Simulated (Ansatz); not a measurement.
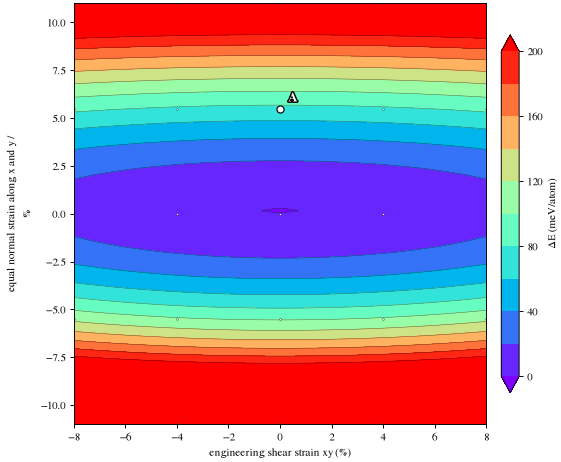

SnO (Pmn2_1, No. 31; 4 atoms in the cell). 
- The energy is mapped over two homogeneous strains (x along [1 0 0], y along [0 1 0], z along [0 0 1] of the conventional cell).
- Coordinates scanned: (1) engineering shear strain xy; (2) equal normal strain along x and y.
- Nothing is relaxed (fractional coordinates fixed).
- The scan uses a 5 × 5 grid; 15 points were computed and 10 follow by symmetry.
- Points are written as (first, second).
- Energies are in meV/atom, from the lowest grid point.
- Level of theory: DFT LDA+D3(BJ), scalar-relativistic, plane waves, PAW in Ansatz. Settings: cutoff 520 eV, k-mesh 8×6×8 in the order of the run's cell vectors, gaussian smearing 0.05 eV, no spin polarisation.

Drawn: filled contours, dots at the grid points, one colour for all values above the top of the scale, the point A. Between grid points the surface is interpolated.

Q: Which way does the force act at A, and how strong is it?

A: A, at (0 %, 5.5 %), is not a stationary point. The computed force is nearly zero along engineering shear strain xy and 26 meV/atom for each 1 % towards smaller values of the second coordinate.

PAW datasets: the set soft_1.
